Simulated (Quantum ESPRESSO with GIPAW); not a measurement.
# 17O and 91Zr NMR of ZrO2 (Cubic zirconia), calculated

Wanted: NMR shieldings for each site of ZrO2 (Cubic zirconia).

Method: DFT, PBEsol, plane-wave PAW (pslibrary 1.0.0 recipes), scalar-relativistic, GIPAW; a patched development version of the program, in Quantum ESPRESSO with GIPAW 8.0dev (patched build).

The database entry behind the starting cell differs from later determinations by our own check (about 0.5 % short), so it need not match the best structure at ambient conditions.

### 1. The starting structure

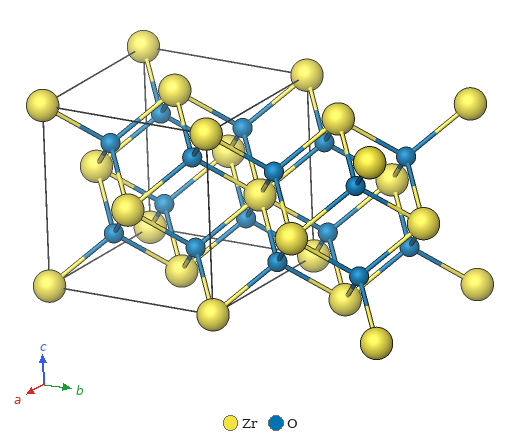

The cell as given, slightly off an axis (zirconium yellow, oxygen blue). 1×2×1 cells are drawn. This picture shows the conventional cell, with its axes. Some periodic images of atoms are drawn too.

The cell is an entry of the Crystallography Open Database; it need not be the form that is stable at ambient conditions.

### 2. Ground state

First the ground state. The response equations take the occupied wavefunctions as exact, so conv_thr is set much tighter than for an energy. No empty states are asked for: the response is solved without them. The mesh has a spacing of 0.27 Å⁻¹ at most. The PAW files were made with ld1.x from the pslibrary 1.0.0 recipes, with GIPAW reconstruction switched on.

File scf.in:

```
&control
  calculation = 'scf'
  prefix = 'x'
  outdir = './tmp/'
  pseudo_dir = './'
/
&system
  ibrav = 0
  nat = 3
  ntyp = 2
  ecutwfc = 55
  ecutrho = 330
  nbnd = 12
/
&electrons
  conv_thr = 1.0d-10
  mixing_beta = 0.7
  electron_maxstep = 100
/
ATOMIC_SPECIES
  Zr 91.224 Zr.pbesol-spn-kjpaw_psl.1.0.0-gipaw.UPF
  O 15.999 O.pbesol-n-kjpaw_psl.1.0.0-gipaw.UPF
CELL_PARAMETERS angstrom
  0.00000000 2.53500000 2.53500000
  2.53500000 0.00000000 2.53500000
  2.53500000 2.53500000 0.00000000
ATOMIC_POSITIONS crystal
  Zr 0.00000000 0.00000000 0.00000000
  O 0.75000000 0.75000000 0.75000000
  O 0.25000000 0.25000000 0.25000000
K_POINTS automatic
  8 8 8 0 0 0
```

The run is started by

```
mpirun -np 4 pw.x -nk 4 -in scf.in > scf.out
```

The log of the run:

```text
using ibrav=0 with symmetry is DISCOURAGED, use correct ibrav instead

     bravais-lattice index     =            0
     lattice parameter (alat)  =       6.7747  a.u.
     unit-cell volume          =     219.8672 (a.u.)^3
     number of atoms/cell      =            3
     number of atomic types    =            2
     number of electrons       =        24.00
     number of Kohn-Sham states=           12
     kinetic-energy cutoff     =      55.0000  Ry
     charge density cutoff     =     330.0000  Ry
     scf convergence threshold =      1.0E-10
     mixing beta               =       0.7000
     number of iterations used =            8  plain     mixing
     Exchange-correlation= SLA-PW-PSX-PSC
                           (   1   4  10   8   0   0   0)
[...]
Zr               12.00    91.22400     Zr( 1.00)
     O                 6.00    15.99900     O ( 1.00)

     48 Sym. Ops., with inversion, found
[...]
number of k points=    29
[...]
Dense  grid:    22219 G-vectors     FFT dimensions: (  40,  40,  40)

     Smooth grid:    12039 G-vectors     FFT dimensions: (  32,  32,  32)

     Check: negative core charge=   -0.000005

     Initial potential from superposition of free atoms

     starting charge      23.9980, renormalised to      24.0000
     Starting wfcs are   21 randomized atomic wfcs

     Self-consistent Calculation

     iteration #  1     ecut=    55.00 Ry     beta= 0.70
     Davidson diagonalization with overlap
     ethr =  1.00E-02,  avg # of iterations =  1.0

     total energy              =    -385.26867171 Ry
     estimated scf accuracy    <       1.11076748 Ry

     iteration #  2     ecut=    55.00 Ry     beta= 0.70
     Davidson diagonalization with overlap
     ethr =  4.63E-03,  avg # of iterations =  7.0

     total energy              =    -385.71601665 Ry
     estimated scf accuracy    <       1.24915650 Ry

     iteration #  3     ecut=    55.00 Ry     beta= 0.70
     Davidson diagonalization with overlap
     ethr =  4.63E-03,  avg # of iterations =  2.0

     total energy              =    -385.62381565 Ry
     estimated scf accuracy    <       0.27932671 Ry

[...]
c_bands: 2 eigenvalues not converged on the other pools
[...]
total energy              =    -385.89326135 Ry
[...]
iteration # 36     ecut=    55.00 Ry     beta= 0.70
     Davidson diagonalization with overlap
     ethr =  2.37E-12,  avg # of iterations =  7.0

     total energy              =    -385.89326134 Ry
     estimated scf accuracy    <       0.00000001 Ry

     iteration # 37     ecut=    55.00 Ry     beta= 0.70
     Davidson diagonalization with overlap
     ethr =  2.37E-12,  avg # of iterations =  7.9

     End of self-consistent calculation
     [one-electron energies left out]

!    total energy              =    -385.89326135 Ry
     total all-electron energy =     -7494.061772 Ry
     estimated scf accuracy    <          3.7E-11 Ry

     The total energy is the sum of the following terms:
     one-electron contribution =     -19.88379409 Ry
     hartree contribution      =      26.80246684 Ry
     xc contribution           =     -32.78703675 Ry
     ewald contribution        =    -135.66021788 Ry
     one-center paw contrib.   =    -224.36467946 Ry

     convergence has been achieved in  37 iterations
[...]
JOB DONE.
```

Wall time 13 s (4 MPI ranks of Arm Neoverse V2, shared host); peak memory 0.4 GiB; 52 s of CPU time.

It converged in 37 cycles to an estimated accuracy of 4e-11 Ry, on 29 irreducible k-points.

### 3. Shieldings

A uniform field breaks periodicity, so gipaw.x applies it as a wave of small q and takes the limit. It solves for the first-order states, builds the induced current and gets the field at each nucleus by Biot–Savart; the PAW spheres add what the smooth waves miss near the nuclei. pawproj makes the reconstruction use the PAW data sets' own projectors.

File nmr.in:

```
&inputgipaw
  job = 'nmr'
  prefix = 'x'
  tmp_dir = './tmp/'
  restart_mode = 'from_scratch'
  verbosity = 'low'
  q_gipaw = 0.01
  spline_ps = .true.
  conv_threshold = 1.0d-11
  use_nmr_macroscopic_shape = .false.
  pawproj(1) = .true.
  pawproj(2) = .true.
/
```

The run is started by

```
mpirun -np 4 gipaw.x -in nmr.in > nmr.out
```

The log of the run:

```text
[banner, memory and clock lines left out]
[a note of our patched build left out]

     Parallelizing q-star over 1 images

     IMPORTANT: XC functional enforced from input :
     Exchange-correlation= PBESOL
                           (   1   4  10   8   0   0   0)
     Any further DFT definition will be discarded
     Please, verify this is what you really want

     Check: negative core charge=   -0.000005
[...]
projs nearly linearly dependent: l=0  n1,n2= 1, 2  s=  0.99376748
[...]
alpha_pv=     95.8496 eV

     spline_ps is .false., expect some extrapolation errors

     q-space interpolation up to    66.00 Rydberg

     GIPAW job: nmr
     NMR macroscopic correction: no
[...]
Computing the magnetic susceptibility     isolve=0    ethr=  0.1000E-10
     Starting from scratch
     k-point #    1 of    29      pool #  1    cpu time:       0.5
[...]
End of magnetic susceptibility calculation

     f-sum rule (1st term):
           -24.8073          0.0000          0.0000
             0.0000        -24.8073          0.0000
             0.0000          0.0000        -24.8073

     f-sum rule (2nd term):
            -0.3381          0.0000          0.0000
             0.0000         -0.3381          0.0000
             0.0000          0.0000         -0.3381

     f-sum rule (should be   -25.1439):
           -25.1454          0.0000          0.0000
             0.0000        -25.1454          0.0000
             0.0000          0.0000        -25.1454

[... susceptibilities left out ...]
     Contributions to the NMR chemical shifts: -------------------------------

     Macroscopic shape contribution in ppm:                    0.00
             0.0000          0.0000          0.0000
             0.0000          0.0000          0.0000
             0.0000          0.0000          0.0000

     Core contribution in ppm:

     Atom  1  Zr  pos: (  0.000000  0.000000  0.000000)  core sigma:        3666.73
     Atom  2  O   pos: (  1.060660  1.060660  1.060660)  core sigma:         270.50
     Atom  3  O   pos: (  0.353553  0.353553  0.353553)  core sigma:         270.50

     Bare contribution in ppm:

     Atom  1  Zr  pos: (  0.000000  0.000000  0.000000)  bare sigma:         -23.19
[...]
Atom  2  O   pos: (  1.060660  1.060660  1.060660)  bare sigma:         -65.73
[...]
Atom  3  O   pos: (  0.353553  0.353553  0.353553)  bare sigma:         -65.73
[...]
Diamagnetic contribution in ppm:

     Atom  1  Zr  pos: (  0.000000  0.000000  0.000000)  dia sigma:         -27.39
[...]
Atom  2  O   pos: (  1.060660  1.060660  1.060660)  dia sigma:          17.69
[...]
Atom  3  O   pos: (  0.353553  0.353553  0.353553)  dia sigma:          17.69
[...]
Paramagnetic contribution in ppm:

     Atom  1  Zr  pos: (  0.000000  0.000000  0.000000)  para sigma:       -2826.21
[...]
Atom  2  O   pos: (  1.060660  1.060660  1.060660)  para sigma:        -215.13
[...]
Atom  3  O   pos: (  0.353553  0.353553  0.353553)  para sigma:        -215.13
[...]
Paramagnetic US occ-occ contribution in ppm:

     Atom  1  Zr  pos: (  0.000000  0.000000  0.000000)  para_oo sigma:          -7.77
[...]
Atom  2  O   pos: (  1.060660  1.060660  1.060660)  para_oo sigma:           0.34
[...]
Atom  3  O   pos: (  0.353553  0.353553  0.353553)  para_oo sigma:           0.34
[...]
Paramagnetic US L_R Q_R contribution in ppm:

     Atom  1  Zr  pos: (  0.000000  0.000000  0.000000)  para_lq sigma:        1022.77
[...]
Atom  2  O   pos: (  1.060660  1.060660  1.060660)  para_lq sigma:        -215.66
[...]
Atom  3  O   pos: (  0.353553  0.353553  0.353553)  para_lq sigma:        -215.66
[...]
Total NMR chemical shifts in ppm: ---------------------------------------
     (adopting the Simpson convention for anisotropy and asymmetry)-----------

     Atom  1  Zr  pos: (  0.000000  0.000000  0.000000)  Total sigma:        1804.92
          1804.9214          0.0000         -0.0000
            -0.0000       1804.9214         -0.0000
            -0.0000         -0.0000       1804.9214

     Zr      1    anisotropy:      0.00    eta:    0.0000
[...]
Atom  2  O   pos: (  1.060660  1.060660  1.060660)  Total sigma:        -208.00
          -207.9995          0.0000          0.0000
             0.0000       -207.9995          0.0000
             0.0000          0.0000       -207.9995

     O       2    anisotropy:      0.00    eta:    0.0000
[...]
Atom  3  O   pos: (  0.353553  0.353553  0.353553)  Total sigma:        -208.00
[... its tensor is left out ...]
```

The job ended after 55 s (4 MPI ranks; peak memory 0.25 GiB).

The f-sum rule is met to 0.0015 of 25.1 (0.006 %). Converged shieldings require that this miss be small, but a small miss does not prove them.

From the symmetric part of each tensor, with principal values σ11 ≤ σ22 ≤ σ33: σ_iso is their mean, the span is σ33 − σ11 and the skew 3(σ_iso − σ22)/span. (gipaw.x prints an anisotropy in another convention.)

| site | atom no. | atoms in cell | σ_iso (ppm) | span (ppm) | skew |
| --- | --- | --- | --- | --- | --- |
| Zr | 1 | 1 | 1805 | 0 | - |
| O | 2 | 2 | -208.0 | 0.0 | - |

The macroscopic shape term is switched off. For a spherical sample the valence susceptibility of this run would add about 3 ppm to every site, a rough estimate, since the susceptibility converges slowly and lacks part of the PAW terms. Differences within the crystal don't depend on it, but shieldings of different compounds can't be compared to better than a few ppm without it.

Zr and O sit on cubic site symmetry, where the tensor must be isotropic.

### 4. From shieldings to shifts

Covalently bonded atoms count as neighbours within 1.18 times the sum of their radii. Otherwise a cation's neighbours lie within 1.2 times its shortest bond (1.3 for large cations, each anion's radius taken off where they differ), and an anion's are the cations that count it.

```csv
site,atom no.,atoms in cell,surroundings,bonds (Å),σ_iso (ppm)
Zr,1,1,ZrO8,2.195,1805
O,2,2,bound to Zr4,2.195,-208.0
```

### 5. Outcome

```json
{
 "17O shielding without shape term": "-208.0 ppm",
 "91Zr shielding without shape term": "1805 ppm"
}
```

17O has one site (bound to Zr4), with isotropic shielding -208.0 ppm (shape term left out). A shift needs a reference, δ = σ_ref − σ, fixed on measured compounds; for 17O of this kind at this level too few were at hand, or they scattered too widely about a line, so none is given. No sound run at another cutoff or mesh is at hand, so convergence rests on the f-sum rule and on experience with these files. The scalar-relativistic files are used with non-relativistic response operators, which weighs most on the heavy atoms' own shieldings. This build of gipaw.x prints that it is not audited and that its numbers are no references by themselves. It also reports spline_ps as false although the input sets it; why was not traced. pw.x warned of eigenvalues not converged in some cycles of 3 ground-state runs, which then met the threshold.

[Banner, clock, file and message-heading lines were taken out of the pw.x and gipaw.x logs.]

[Logs are printed without paths, hosts, clocks, repeated set-up lines and the standing remarks that a program may print on its own settings, such as how far it seeks lower states.]

[Hosts, paths, dates, database ids (printed as entryN), source tags and the programs' standing remarks are cut or masked in the printed files.]

[Where no reference line passes its bar on scatter, no shift is given, so a measured shift of this compound may stand uncompared.]
